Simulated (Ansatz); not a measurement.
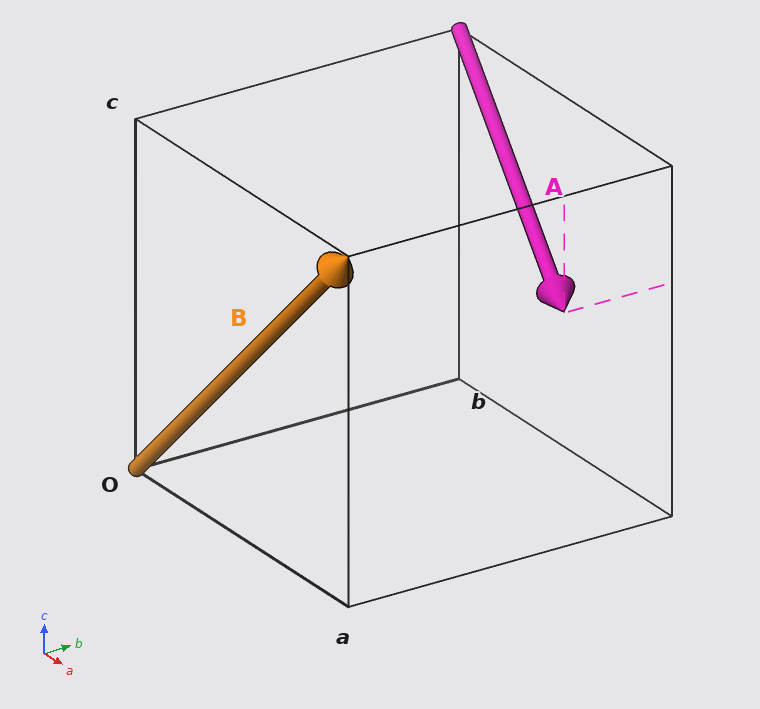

For Rh, the input geometry of an electronic-structure calculation (not necessarily at equilibrium); the starting structure was generated, so it need not be a known form of this composition: each arrow starts at a corner of the unit cell and ends on its surface; where a tip isn't a corner, dashed lines run from it parallel to the axes. The drawing is computed from the coordinates (standard cell, symmetry found to 0.002 Å).

a = 3.070 Å, b = 3.070 Å, c = 3.070 Å, α = 90.00°, β = 90.00°, γ = 90.00°.

Q: Give [uvw] of each arrow.

A: Arrow A runs from (0, 1, 1) to (1, 2/3, 2/3), so [3 −1 −1]; Arrow B runs from (0, 0, 0) to (1, 0, 1), so [1 0 1].

Q: How long is the vector ua + vb + wc in each case, and what angles do the directions make?

A: A 10.183 Å; B 4.342 Å. A–B: 64.8°.
